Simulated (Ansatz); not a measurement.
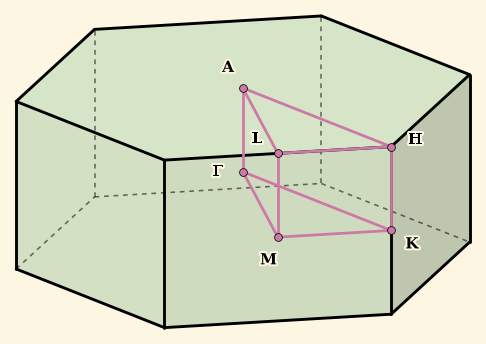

The figure shows the first Brillouin zone with its special points and a band path. Crystal: MoS₂, the end point of a relaxation with DFT r2SCAN, scalar-relativistic, plane waves, PAW (Ansatz). Symmetry computed with spglib at a tolerance of 0.002 Å; standard conventional cell.

Labels and path follow the convention of Hinuma et al. (2017), as computed by seekpath.

Question: What lattice type do the shape and the labels point to?

Answer: A primitive hexagonal lattice (hP; extended symbol hP2). The zone is a hexagonal prism in its combinatorial type: 8 faces (6 with 4 edges, 2 with 6 edges), 18 edges, 12 vertices.

Question: In which order does the conventional band path visit the special points?

Answer: Γ–M–K–Γ–A–L–H–A | L–M | H–K
